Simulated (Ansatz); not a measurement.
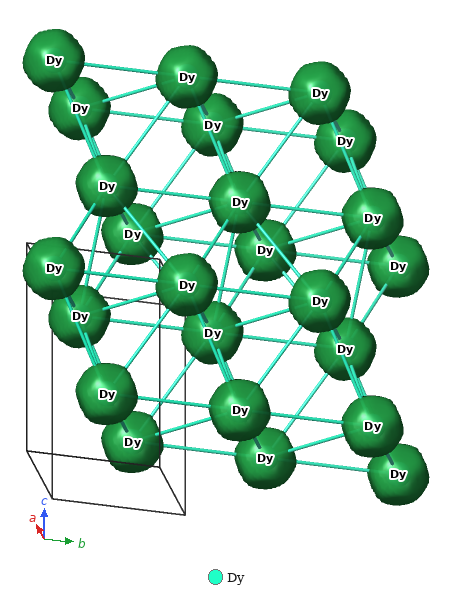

Figure. Dy. Isosurface of the spin density at +0.3 e/Å³ (green), seen at an oblique angle. Sticks mark near contacts.

Space group P6₃/mmc; computed pressure about 2 GPa in this cell; the SCF solution may not be the lowest one; no Hubbard U on the f states and no spin–orbit coupling; the program warned that a lower state may break the symmetry and an open shell was started evenly filled; spin-polarised.

These are results of Kohn-Sham DFT of a periodic cell, PBE, Ansatz PAW in Ansatz, not measurements.

In a PAW calculation such maps are meaningful between the atoms, not at the nuclei.

**Describe the spin distribution.**

The spin density sits on Dy: +4.6 μB (×2) in one cell of 2 atoms: parallel main moments (a ferromagnetic arrangement) in this solution. The cell of the calculation (2 atoms) carries 9.4 μB of net spin moment.
